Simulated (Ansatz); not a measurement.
# AgCl: what the fields show

Input

```
crystal:
  lattice:
    - [3.301254497, 0.0, 0.0]
    - [0.0, 3.301254497, 0.0]
    - [0.0, 0.0, 3.301254497]
  atoms:
    - { symbol: Ag, position: [0.0, 0.0, 0.0] }
    - { symbol: Cl, position: [0.5, 0.5, 0.5] }
basis:
  ecutwfc: 420
kpoints:
  mp_grid: { grid: [12, 12, 12] }
hamiltonian:
  xc: pbesol
scf:
  occupations: { method: gaussian, width: 0.05 }
output:
  forces: true
  stress: true
  eigenvalues: true
  write_density: true
  write_potential: true
  elf: true
  volumetric_format: npy
```

Run with:

```sh
ansatz run input.yaml --threads 1 --pin off --max-ram 2048MiB --backend cpu --events-out ev --progress --plain --runs-dir out
```

Below, planes, directions and counts refer to the conventional cell (a = 3.30 Å, b = 3.30 Å, c = 3.30 Å, α = 90.00°, β = 90.00°, γ = 90.00°).

Space group Pm-3m; a structure from a database of computed crystals, not necessarily the ambient phase.

These are results of DFT PBEsol, scalar-relativistic, plane waves, PAW in Ansatz 0.2.0, not measurements.

The density is the valence pseudo-density of a PAW calculation; it isn't the true density close to the nuclei.

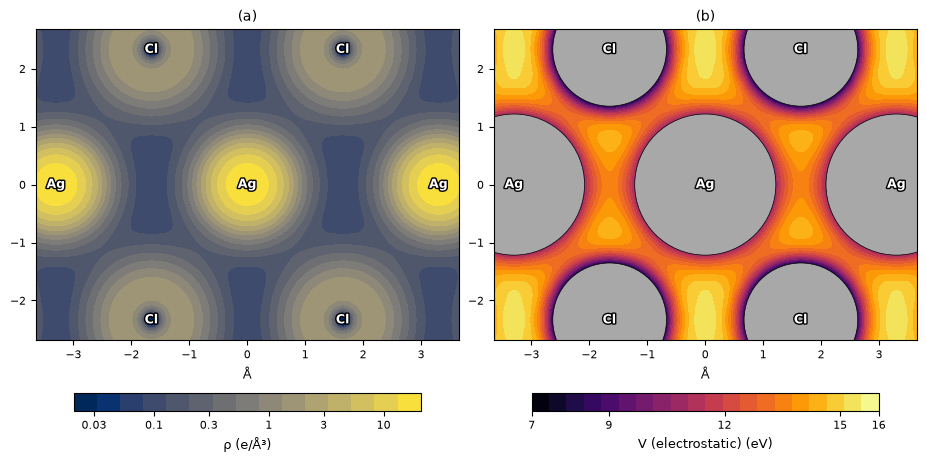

Figure 1. (a) valence pseudo-density; (b) electrostatic potential (local pseudopotential plus Hartree) felt by an electron on the (011̄) plane of the conventional cell. Grey discs cover the atomic cores in the potential map.

> Interpret the plot.

- The plane passes through Ag and Cl nuclei.
- Ag–Cl (2.86 Å): ρ is about 0.2 e/Å³ halfway.
- Between the atoms the lowest density in this plane is 0.09 e/Å³.
- Outside the cores the potential energy rises away from the atoms and is highest about 1.7 Å from the nearest atoms; its zero is arbitrary.

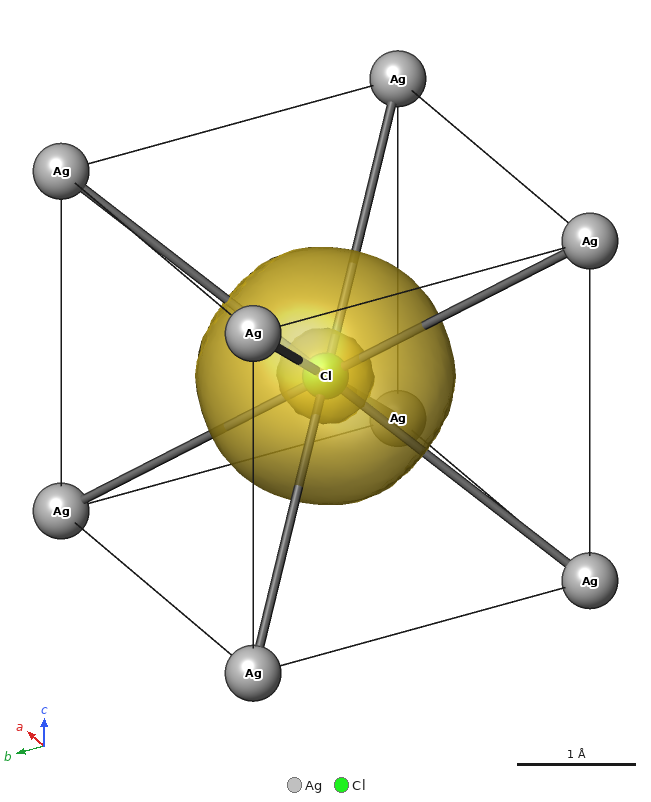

Figure 2. Isosurface of the electron localisation function at 0.7 (yellow), seen at an oblique angle. Only the valence region is drawn (cores and ρ < 0.01 e/Å³ removed). Sticks mark near contacts.

> Where are the electrons localised?

The surface consists of one region wrapped around Cl (its valence shell), counted in one cell of 2 atoms. Any copies at cell faces, edges or corners count once.


Ag–Cl (2.86 Å): the ELF peaks at about 0.85 in the valence shell of Cl, 0.8 Å from its nucleus, and drops to about 0.10 between the two atoms: no shared electron pair shows on this line.

> Metal or insulator at this level of theory?

It is gapped, with a Kohn–Sham gap of 0.47 eV on the k-point mesh (the band edges may lie off the mesh, which would make the gap smaller).
